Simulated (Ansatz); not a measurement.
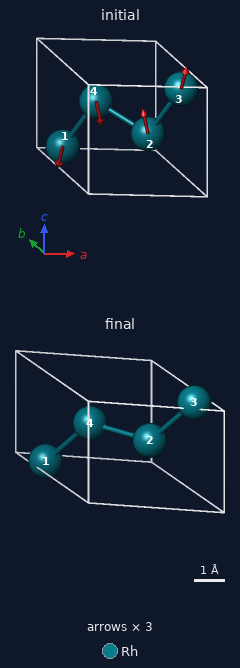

The structure of a crystal of Rh (built on the alpha-gallium_64 type) (coarse preliminary run) before (top) and after (bottom) a relaxation, at one scale. The red arrows give the displacements (the part carried along by the change of the cell is left out), 3 times their true length.

A ball-and-stick model of the cell of the calculation, seen from a free direction.

Case: alpha-gallium type (Cmce, No. 64).

Method: Ansatz, DFT PBE, scalar-relativistic, plane waves, PAW. Set-up: plane-wave cutoff 420 eV; k-point mesh 6 × 6 × 4; occupations gaussian; smearing width 0.1 eV; no spin polarisation; cell and atoms relaxed; force threshold 0.04 eV/Å; at most 70 steps.

**Describe what moved and what it gained.**

The largest moves relative to the cell, 0.31 Å, are those of Rh1, Rh2, Rh3 and Rh4. Rh2 goes roughly along [0 1 3]. The drawn cell changes as follows: a = b 4.025 → 4.657 Å (+15.7 %), c 4.096 → 3.812 Å (−6.9 %), γ 118.9° → 131.3°; the volume changes by +6.8 %. Near-neighbour distances that change, for instance: Rh1–Rh2 3.380 → 2.704 Å, Rh1–Rh3 2.210 → 2.434 Å, Rh1–Rh2 (another image) 2.481 → 2.704 Å, Rh1–Rh4 2.454 → 2.627 Å. New bonds form: Rh1–Rh2 (3.38 → 2.70 Å), Rh3–Rh4 (3.38 → 2.70 Å). The space group (tolerance 0.01 Å) goes from Cmce (No. 64) to Fmmm (No. 69). The energy falls by 2.215 eV per cell of the calculation in 9 accepted moves (11 points after the start). Largest force component: 0.6 eV/Å at the start, 0.027 eV/Å at the end. Pressure: 42.49 GPa at the start and −0.16 GPa at the end. The SCF was repeated twice at an unchanged geometry on a basis and grid sized afresh for the cell, which shifted the energy by 87.7 meV per cell of the calculation at most.

Limits of the set-up: the k-point mesh is coarse for a cell with partly filled bands.
